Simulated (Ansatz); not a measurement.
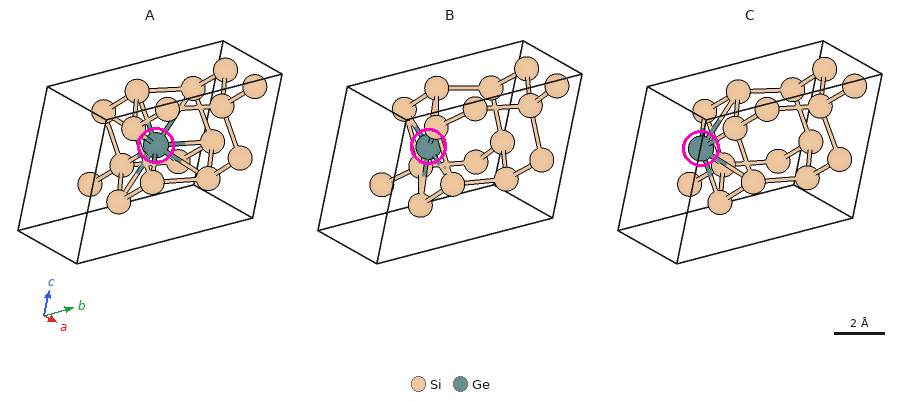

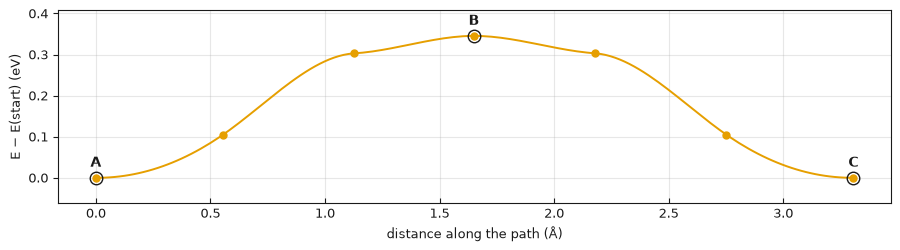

A search for the minimum-energy path of Si with an interstitial Ge (17 atoms in the cell) by the nudged elastic band. Images are numbered from 0 (start) to 6 (end). Frames A to C are images 0, 3, 6. Style: ball-and-stick. Shown: the reduced simulation cell (origin moved), slightly off an axis. The moving atom is ringed, with any periodic copies. Lengths and directions refer to the drawn axes. Bonds to atoms that aren't drawn are left out.

Theory: DFT PBEsol, scalar-relativistic, plane waves, PAW in Ansatz 0.2.0. Settings: plane-wave cutoff 420 eV; k-point mesh 2 × 2 × 2; Gaussian smearing 0.05 eV; 5 movable images; climbing image; force threshold 0.05 eV/Å; iteration limit 33; spring constant 1.0 eV/Å²; optimiser L-BFGS; starting path by image-dependent pair potential.

**Describe the mechanism and the energy profile.**

The barrier is about 0.35 eV in both directions, with image 3 at the top; the ends have the same energy. The Ge atom travels furthest, 2.36 Å from end to end, along [1 −3 1], on a straight line. At the highest image its nearest neighbour (Si) is 2.42 Å away, against 2.42 Å at the start, and the surrounding atoms stand up to 0.39 Å off the mean of their end positions. The band converged in 26 iterations. The climbing image converged on the top of the path. A check of its curvatures didn't confirm a first-order saddle.

Limits of the set-up: the periodic images lie only 7.7 Å apart, so the values are limited by the cell's size.

Cost: 36 min on 1 thread of Intel(R) Xeon(R) Processor @ 2.50GHz (Skylake/Cascade Lake), on a shared host, peak memory 0.92 GiB.

PAW datasets: the set soft_1.
